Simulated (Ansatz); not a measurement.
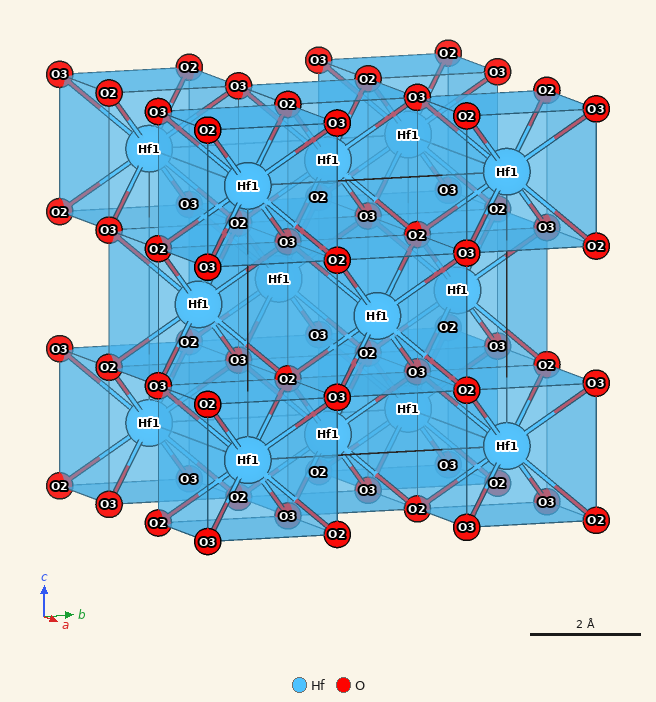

The structure (polyhedral view of the cell 4 times as large as that of the calculation, set on its symmetry axes, seen slightly off an axis; polyhedra are completed across the faces of the cell; atoms are numbered from 1 in the order of the input).

# What a change does: single-point calculation on HfO2

System: HfO2 (Fm-3m, 3 atoms in the cell).
Method of run 1: Kohn-Sham DFT of a periodic cell, r2SCAN, Ansatz PAW, no spin polarisation (Ansatz 0.2.0).

The structure derives from an entry of the Crystallography Open Database. Text and figures count atoms from 1; the logs count them from 0 in places.

Input, run 1:
```yaml
crystal:
  lattice:
    - [0.0, 2.522934952, 2.522934952]
    - [2.522934952, 0.0, 2.522934952]
    - [2.522934952, 2.522934952, 0.0]
  atoms:
    - { symbol: Hf, position: [0.0, 0.0, 0.0] }
    - { symbol: O, position: [0.75, 0.75, 0.75] }
    - { symbol: O, position: [0.25, 0.25, 0.25] }
hamiltonian:
  xc: r2scan
  pseudopotentials: { kind: paw }
kpoints:
  mp_grid: { grid: [9, 9, 9] }
scf:
  occupations: { method: fermi_dirac, width: 0.05 }
output:
  forces: true
  stress: true
  eigenvalues: true
```

Launched with:
```bash
ansatz run input.yaml --threads 2 --pin off --max-ram 5632MiB --backend cpu --events-out ev --progress --plain --runs-dir out
```

Hardware: 2 threads of AMD EPYC (Zen 3), 192 GiB of memory available, shared host.

Output, shortened to warnings, some set-up lines, iterations and results (run 1):
```
Basis set: ecut = 500 eV, 869 PW (Γ), exchange–correlation on 108×108×108 points (64 copies of the dense FFT grid, shifted against one another)
Symmetry: 48 space group operations
k-points: 35 of 729
Initial density: superposition of atomic densities (neutral atoms: chi_scale 0, normalization atom), corrected by the library's trained network
[...]
SCF iter   1: F=—  HF=-16876.125968 eV  |F-HF|=—  |Δ(HF+E_count)|=         —  Δρ=1.18e-2  dr2=4.03e-2  dr2_τ=2.29e-1  ethr=1.77e-3  ⟨swp⟩=5.1  Hψ=3002  notcnv=0
SCF iter   2: F=—  HF=-16876.188761 eV  |F-HF|=—  |Δ(HF+E_count)|=   6.28e-2  Δρ=6.03e-3  dr2=3.44e-3  dr2_τ=2.40e-3  ethr=1.06e-4  ⟨swp⟩=2.1  Hψ=1892  notcnv=0
SCF iter   3: F=—  HF=-16876.188887 eV  |F-HF|=—  |Δ(HF+E_count)|=   1.26e-4  Δρ=2.50e-3  dr2=8.75e-4  dr2_τ=1.33e-4  ethr=9.06e-6  ⟨swp⟩=2.0  Hψ=1325  notcnv=0
SCF iter   4: F=—  HF=-16876.189145 eV  |F-HF|=—  |Δ(HF+E_count)|=   2.58e-4  Δρ=1.22e-3  dr2=2.96e-4  dr2_τ=5.18e-5  ethr=2.30e-6  ⟨swp⟩=2.0  Hψ=1404  notcnv=0
SCF iter   5: F=—  HF=-16876.189051 eV  |F-HF|=—  |Δ(HF+E_count)|=   9.40e-5  Δρ=2.56e-4  dr2=1.78e-5  dr2_τ=1.44e-6  ethr=7.79e-7  ⟨swp⟩=2.0  Hψ=1264  notcnv=0
SCF iter   6: F=—  HF=-16876.189043 eV  |F-HF|=—  |Δ(HF+E_count)|=   8.57e-6  Δρ=7.82e-5  dr2=1.81e-6  dr2_τ=1.68e-7  ethr=4.70e-8  ⟨swp⟩=2.0  Hψ=1316  notcnv=0
SCF iter   7: F=-16876.189042 eV  HF=-16876.189042 eV  |F-HF|=2.00e-8  |Δ(HF+E_count)|=   2.05e-7  Δρ=1.39e-5  dr2=4.44e-8  dr2_τ=3.52e-9  ethr=2.63e-10  ⟨swp⟩=3.3  Hψ=3382  …
SCF 1 converged in 7 iterations: F = -16876.189042 eV  dr2 = 4.44e-8
SCF converged after 7 iterations
Free energy (F): -16876.189042 eV
Harris-Foulkes:  -16876.189042 eV  (|F-HF|=2.00e-8)
Internal energy: -16876.189042 eV  (E = F + TS)
E sigma→0 (E₀):  -16876.189042 eV
Fermi energy:    18.163548 eV
--- Per-component energies (eV) ---
  E_band       = 37.083626
  E_kinetic    = 775.672925
  E_local      = -5696.693695  (includes V_loc(G=0)·N_el)
  E_nonlocal   = -1152.420977
  E_hartree    = 2619.015519
  E_xc         = -431.325094
  E_vxc        = -505.622299  (∫ρ·V_xc dr)
  E_paw        = -7271.291650  (= ΣΔE_a)
  E_vpaw       = 1350.578396  (= ΣTr[D̂ρ^β])
  E_aug_tail   = 0.002195  (compensation charges beyond the density's cutoff)
  E_vtau       = 27.531396  (kinetic-family band-sum trace: ∫τ·v_τ [+ j·A + Jᵃ·Aᵃ] dr)
  E_ewald      = -5719.405904
  E_core_change = 0.257640  (= ΣΔE_core)
  E_smearing   = -0.000000  (= −TS)
  E_closure    = -0.000000  (closes the sum)
  Σ components = -16876.189042   (vs F -16876.189042, Δ=0.00e0)
--- Forces (eV/Å), atoms counted from 1 ---
  atom   1  Hf    -0.00000000     0.00000000     0.00000000
  atom   2  O      0.00000000     0.00000000     0.00000000
  atom   3  O      0.00000000    -0.00000000     0.00000000
  max |Σ_I F_I| component: 2.31e-18 eV/Å
--- Stress (GPa, compression-positive) ---
        2.056565       0.000000       0.000000
        0.000000       2.056565       0.000000
       -0.000000       0.000000       2.056565
  P = ⅓ Tr σ = 2.0566 GPa (20.566 kbar)
```

For run 2 the input was changed thus:
```diff
-    - [0.0, 2.522934952, 2.522934952]
-    - [2.522934952, 0.0, 2.522934952]
-    - [2.522934952, 2.522934952, 0.0]
+    - [0.0, 2.5744375797, 2.5744375797]
+    - [2.5744375797, 0.0, 2.5744375797]
+    - [2.5744375797, 2.5744375797, 0.0]
```

What does this change do to the results?

With the same functional and potentials, run 2 lies 24.3 meV per atom higher. The gap on the mesh goes from 4.44 to 4.26 eV. The pressure goes from 2.06 to −12.88 GPa. The volume per atom goes from 10.71 to 11.38 Å³. The cell is scaled evenly with the atoms at fixed fractional positions, so −ΔP/Δ ln V estimates the bulk modulus midway between the two volumes: about 250 GPa. The number of SCF iterations is the same. The plane waves at Γ go from 869 to 893.

Output, shortened to warnings, some set-up lines, iterations and results (run 2):
```
Basis set: ecut = 500 eV, 893 PW (Γ), exchange–correlation on 108×108×108 points (64 copies of the dense FFT grid, shifted against one another)
Symmetry: 48 space group operations
k-points: 35 of 729
Initial density: superposition of atomic densities (neutral atoms: chi_scale 0, normalization atom), corrected by the library's trained network
[...]
SCF iter   1: F=—  HF=-16876.062868 eV  |F-HF|=—  |Δ(HF+E_count)|=         —  Δρ=1.18e-2  dr2=4.55e-2  dr2_τ=2.15e-1  ethr=1.77e-3  ⟨swp⟩=4.7  Hψ=2957  notcnv=0
SCF iter   2: F=—  HF=-16876.115848 eV  |F-HF|=—  |Δ(HF+E_count)|=   5.30e-2  Δρ=6.68e-3  dr2=5.19e-3  dr2_τ=3.05e-3  ethr=1.20e-4  ⟨swp⟩=2.1  Hψ=1892  notcnv=0
SCF iter   3: F=—  HF=-16876.115929 eV  |F-HF|=—  |Δ(HF+E_count)|=   8.16e-5  Δρ=2.42e-3  dr2=1.15e-3  dr2_τ=1.52e-4  ethr=1.37e-5  ⟨swp⟩=2.0  Hψ=1409  notcnv=0
SCF iter   4: F=—  HF=-16876.116362 eV  |F-HF|=—  |Δ(HF+E_count)|=   4.33e-4  Δρ=1.49e-3  dr2=4.34e-4  dr2_τ=1.00e-4  ethr=3.02e-6  ⟨swp⟩=2.0  Hψ=1435  notcnv=0
SCF iter   5: F=—  HF=-16876.116223 eV  |F-HF|=—  |Δ(HF+E_count)|=   1.40e-4  Δρ=2.68e-4  dr2=1.92e-5  dr2_τ=1.89e-6  ethr=1.14e-6  ⟨swp⟩=2.0  Hψ=1465  notcnv=0
SCF iter   6: F=—  HF=-16876.116219 eV  |F-HF|=—  |Δ(HF+E_count)|=   3.38e-6  Δρ=6.52e-5  dr2=1.22e-6  dr2_τ=1.01e-7  ethr=5.07e-8  ⟨swp⟩=2.0  Hψ=1277  notcnv=0
SCF iter   7: F=-16876.116219 eV  HF=-16876.116219 eV  |F-HF|=5.10e-9  |Δ(HF+E_count)|=   4.69e-8  Δρ=7.58e-6  dr2=5.18e-9  dr2_τ=3.57e-9  ethr=2.63e-10  ⟨swp⟩=3.7  Hψ=3567  …
SCF 1 converged in 7 iterations: F = -16876.116219 eV  dr2 = 5.18e-9
SCF converged after 7 iterations
Free energy (F): -16876.116219 eV
Harris-Foulkes:  -16876.116219 eV  (|F-HF|=5.10e-9)
Internal energy: -16876.116219 eV  (E = F + TS)
E sigma→0 (E₀):  -16876.116219 eV
Fermi energy:    16.865620 eV
--- Per-component energies (eV) ---
  E_band       = -12.870468
  E_kinetic    = 769.934441
  E_local      = -5870.111279  (includes V_loc(G=0)·N_el)
  E_nonlocal   = -1153.350709
  E_hartree    = 2681.721085
  E_xc         = -429.743822
  E_vxc        = -503.498214  (∫ρ·V_xc dr)
  E_paw        = -7269.838815  (= ΣΔE_a)
  E_vpaw       = 1353.149641  (= ΣTr[D̂ρ^β])
  E_aug_tail   = 0.002198  (compensation charges beyond the density's cutoff)
  E_vtau       = 27.558088  (kinetic-family band-sum trace: ∫τ·v_τ [+ j·A + Jᵃ·Aᵃ] dr)
  E_ewald      = -5604.986958
  E_core_change = 0.257640  (= ΣΔE_core)
  E_smearing   = -0.000000  (= −TS)
  E_closure    = 0.000000  (closes the sum)
  Σ components = -16876.116219   (vs F -16876.116219, Δ=0.00e0)
--- Forces (eV/Å), atoms counted from 1 ---
  atom   1  Hf     0.00000000    -0.00000000    -0.00000000
  atom   2  O      0.00000000     0.00000000    -0.00000000
  atom   3  O     -0.00000000     0.00000000    -0.00000000
  max |Σ_I F_I| component: 6.94e-18 eV/Å
--- Stress (GPa, compression-positive) ---
      -12.883799       0.000000       0.000000
       -0.000000     -12.883799       0.000000
       -0.000000      -0.000000     -12.883799
  P = ⅓ Tr σ = -12.8838 GPa (-128.838 kbar)
```

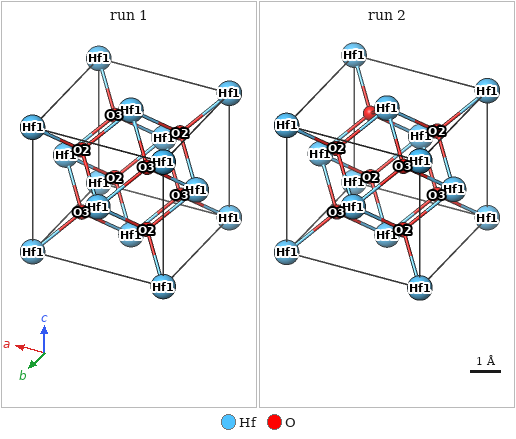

The two input geometries at one scale (ball-and-stick view of the cell 4 times as large as that of the calculation, set on its symmetry axes, seen at an oblique angle). The atoms keep their places relative to the cell (all moves are under 0.005 Å). Cell: a = b = c 5.046 → 5.149 Å (+2.0 %). Volume +6.3 %. Among the contacts that change: Hf1–O2 2.185 → 2.230 Å.

The two runs side by side:

```csv
quantity,run 1,run 2
outcome,converged,converged
free energy per atom (eV),−5625.3963,−5625.3721
gap on the mesh (eV),4.44,4.26
pressure (GPa),2.06,−12.88
volume per atom (Å³),10.71,11.38
largest force (eV/Å),0.000,0.000
SCF iterations,7,7
irreducible k-points,35,35
plane waves at Γ,869,893
wall time (shared host),2.4 s,2.2 s
```

For both runs: Spin–orbit coupling is left out, which matters for Hf. For run 2: The cell is under a tension of 12.9 GPa at this level, so it is not at its equilibrium volume.
